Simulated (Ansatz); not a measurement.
Cell and atoms:

```xyz
16
Lattice="2.5054 0.0000 0.0000 -1.2527 2.1697 0.0000 0.0000 0.0000 29.9684" Properties=species:S:1:pos:R:3 pbc="T T T"
C     0.0000    1.4465    7.5000
C     0.0000    0.0000    8.0173
C     0.0000    0.0000    9.5538
C     1.2527    0.7232   10.0711
C     1.2527    0.7232   11.6324
C     0.0000    0.0000   12.1497
C     0.0000    0.0000   13.6862
C     0.0000    1.4465   14.2035
C     0.0000    1.4465   15.7648
C     0.0000    0.0000   16.2822
C     0.0000    0.0000   17.8186
C     1.2527    0.7232   18.3359
C     1.2527    0.7232   19.8973
C     0.0000    0.0000   20.4146
C     0.0000    0.0000   21.9510
C     0.0000    1.4465   22.4684
```

Question: Characterise the structure given above.

Answer: The element is carbon. The cell holds 16 atoms. With all contacts inside bonding distance counted, the coordination numbers are C 3 to 4 (mean 3.9). The bonds build C layers parallel to (001).

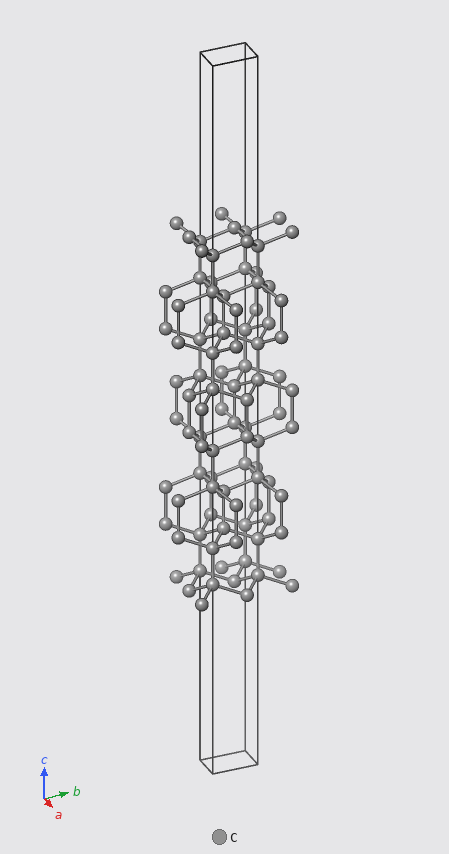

Ball-and-stick representation of a periodic structure, projected slightly off an axis. The frame is the simulation cell; atoms at its boundary are shown with their periodic copies. Outside the box, the atoms bonded to those within are drawn. Colours: carbon grey.

The structure was taken from an entry, possibly a prediction, of the Crystallography Open Database, from which a slab was cut. Earlier steps of the study, as a rule a relaxation of our own, may have changed the cell and positions, so they can lie some per cent off the listed ones. It went into a calculation with Ansatz.

At this level of theory the run's own cell isn't at rest (forces up to 4.8 eV/Å), so its distances can differ from those at equilibrium, the more so the softer the solid.
